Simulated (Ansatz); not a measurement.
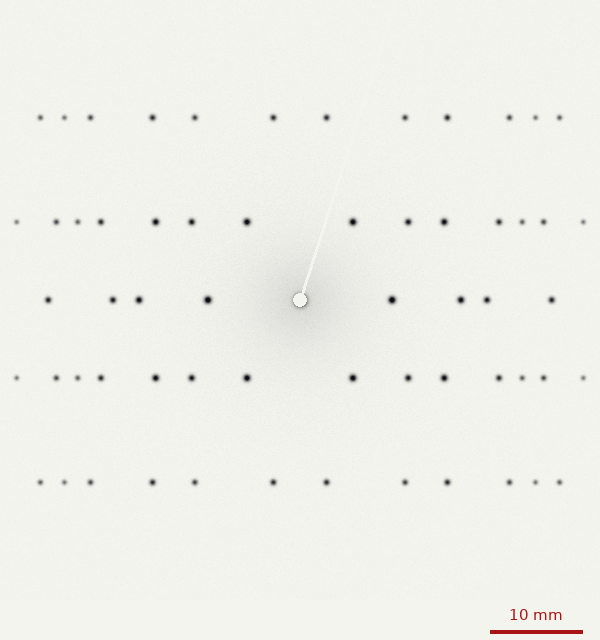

Simulated X-ray rotation photograph: Mo Kα radiation (λ = 0.7107 Å), cylindrical film of radius 28.65 mm unrolled, rotation axis vertical and normal to the beam, kinematic intensities without Lorentz or polarisation factors, the film spanning ±63° about the beam; spots down to d = 0.68 Å.

> Measure the layer lines and find the identity period along the axis.

The first layer line lies 8.6 mm from the equator, so tan ν = 0.299, sin ν = 0.286 and the period is λ/sin ν = 2.48 Å. Further lines follow at 20.0 mm.

The crystal is Cu, space group Im-3m (No. 229), a = 2.87 Å. Structure: the input geometry of an electronic-structure calculation (not necessarily at equilibrium); the starting structure was generated, so it need not be a known form of this composition.

> About which axis was it rotated?

About [111] (or an equivalent direction), whose length in the conventional cell is 4.963 Å; the I centring shortens the period to 1/2 of it.
